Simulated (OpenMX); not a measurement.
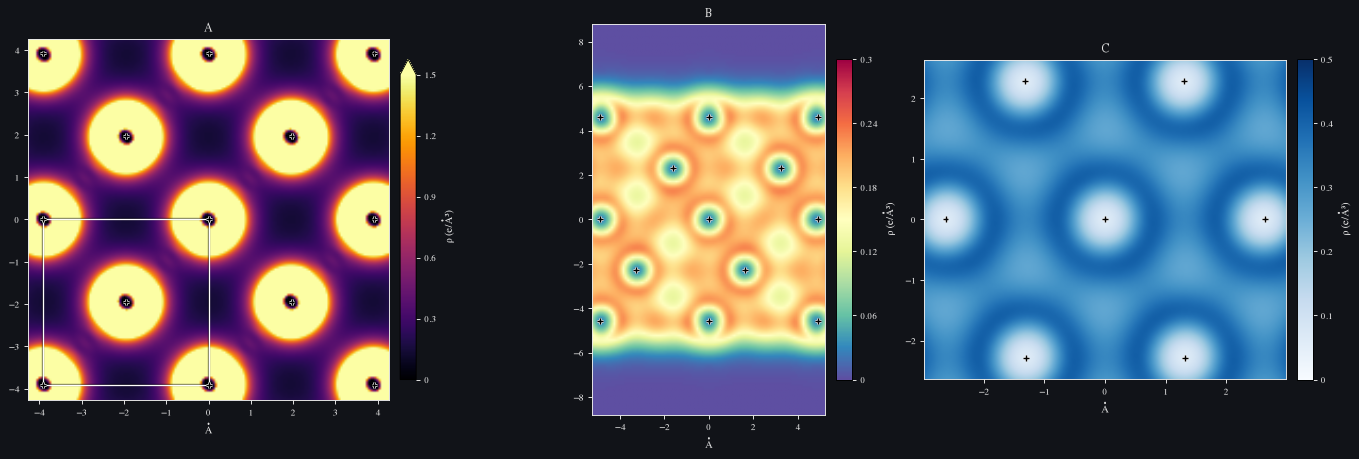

The valence charge density (pseudo) of 3 systems, each on a plane through atoms (crosses mark nuclei in the plane).

Computed with OpenMX 3.8.5, Kohn-Sham DFT of a periodic cell, PBE, OpenMX 2013 PBE set.

System 1: Pt, the (100) plane of the conventional cell. Space group Fm-3m; computed pressure about 12 GPa in this cell.

```cif
data_structure
_symmetry_space_group_name_H-M 'P 1'
_symmetry_Int_Tables_number 1
_cell_length_a 3.9218
_cell_length_b 3.9218
_cell_length_c 3.9218
_cell_angle_alpha 90.000
_cell_angle_beta 90.000
_cell_angle_gamma 90.000
_cell_volume 60.32
loop_
_atom_site_label
_atom_site_type_symbol
_atom_site_fract_x
_atom_site_fract_y
_atom_site_fract_z
_atom_site_occupancy
Pt1 Pt 0.00000 0.00000 0.00000 1
Pt2 Pt 0.50000 0.50000 0.00000 1
Pt3 Pt 0.50000 0.00000 0.50000 1
Pt4 Pt 0.00000 0.50000 0.50000 1
```

System 2: Al (slab), the (110) plane of the calculation cell, a cut from vacuum to vacuum. 

System 3: Si, the (001) plane of the conventional cell. Space group P-1; a structure from a database of computed crystals, not necessarily the ambient phase; changed on purpose from its base cell (cell strained at random at fixed volume); computed pressure about 4 GPa in this cell.

```xyz
1
Lattice="1.6103 -1.6191 -1.3124 -0.0080 0.0014 -2.6364 1.6328 1.6430 -1.3141" Properties=species:S:1:pos:R:3 pbc="T T T"
Si    1.6215    0.0119   -1.3132
```

Which map belongs to which system?

Answer. Panel A is system 1, Pt: the plane holds Pt. Pt–Pt (2.77 Å): ρ at the midpoint is about 0.42 e/Å³. Panel B is system 2, Al: the plane holds Al. Al–Al (2.82 Å): the density is about 0.21 e/Å³ at the midpoint. Panel C is system 3, Si: the plane holds Si. Si–Si (2.64 Å): ρ is about 0.31 e/Å³ halfway.
